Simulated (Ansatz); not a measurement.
# MoS2: what the fields show

```cif
data_structure
_symmetry_space_group_name_H-M 'P 1'
_symmetry_Int_Tables_number 1
_cell_length_a 3.1931
_cell_length_b 3.1931
_cell_length_c 18.2308
_cell_angle_alpha 90.000
_cell_angle_beta 90.000
_cell_angle_gamma 120.000
_cell_volume 160.98
loop_
_atom_site_label
_atom_site_type_symbol
_atom_site_fract_x
_atom_site_fract_y
_atom_site_fract_z
_atom_site_occupancy
Mo1 Mo 0.00000 0.00000 0.00000 1
Mo2 Mo 0.66667 0.33333 0.33333 1
Mo3 Mo 0.33333 0.66667 0.66667 1
S1 S 0.66667 0.33333 0.08591 1
S2 S 0.33333 0.66667 0.41924 1
S3 S 0.00000 0.00000 0.75258 1
S4 S 0.00000 0.00000 0.24742 1
S5 S 0.66667 0.33333 0.58076 1
S6 S 0.33333 0.66667 0.91409 1
```

Space group R-3m; started from the measured structure prototype, which need not be the ambient phase; computed pressure about −3 GPa in this cell; computed without spin polarisation.

Theory: DFT, PBEsol, plane waves, PAW (Ansatz).

Core electrons are frozen (PAW), and the valence fields are smoothed inside the atomic spheres.

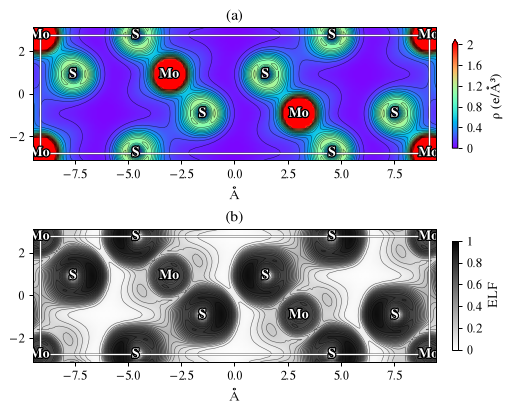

Figure 1. (a) valence pseudo-density; (b) electron localisation function on the (110) plane of the conventional cell.

Read the bonding off the picture.

Answer. The plane passes through Mo and S nuclei. Mo–S (2.42 Å): the density is about 0.56 e/Å³ at the midpoint; the ELF peaks at about 0.85 in the valence shell of S, 0.8 Å from its nucleus, and is about 0.40 at the midpoint. Between the atoms the lowest density in this plane is 0.02 e/Å³. The features right at Mo lie inside the PAW spheres, where the map follows smoothed inner orbitals and isn't to be read closely.

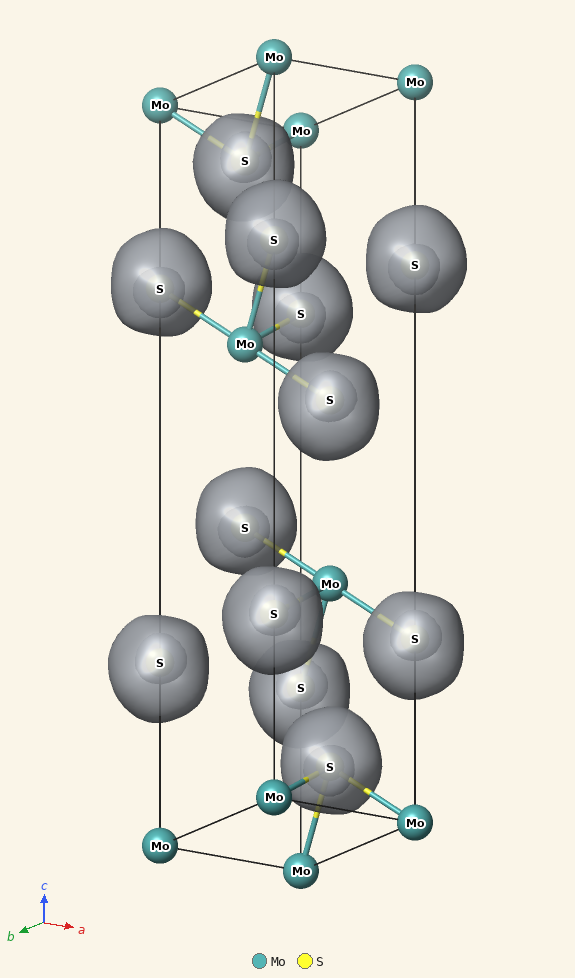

Figure 2. Isosurface of the electron localisation function at 0.7 (grey), seen at an oblique angle. Only the valence region is drawn (cores and ρ < 0.01 e/Å³ removed). Sticks mark near contacts.

What do the ELF domains correspond to?

Answer. The surface consists of six regions wrapped around S (the valence shell of each), counted in one cell of 9 atoms. Regions shared between cells count once.
